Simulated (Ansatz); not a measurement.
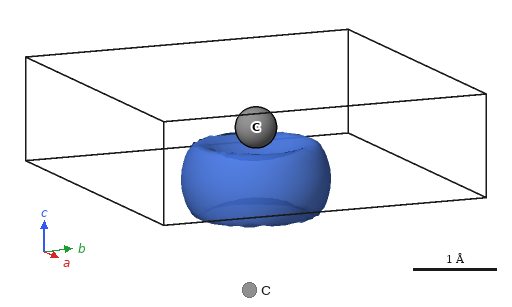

C. Isosurface of the electron localisation function at 0.7 (blue), seen slightly off an axis. Core shells and regions of very low density are left out.

Space group P4/mmm; a generated structure, not necessarily the stable one.

Theory: Ansatz, Kohn-Sham DFT of a periodic cell, r2SCAN0 form with a typed share of exact exchange, Ansatz PAW.

In a PAW calculation such maps are meaningful between the atoms, not at the nuclei.

```cif
data_structure
_symmetry_space_group_name_H-M 'P 1'
_symmetry_Int_Tables_number 1
_cell_length_a 4.2552
_cell_length_b 4.2552
_cell_length_c 1.2823
_cell_angle_alpha 90.000
_cell_angle_beta 90.000
_cell_angle_gamma 90.000
_cell_volume 23.22
loop_
_atom_site_label
_atom_site_type_symbol
_atom_site_fract_x
_atom_site_fract_y
_atom_site_fract_z
_atom_site_occupancy
C1 C 0.50000 0.50000 0.50000 1
```

Question: Describe the localisation domains.

Answer: The ELF exceeds this value in one region between bonded C–C atoms, counted in one cell of 1 atoms. Regions shared between cells count once.

Values along the shortest contacts:
C–C (1.28 Å): the ELF peaks at about 0.90 between the atoms.
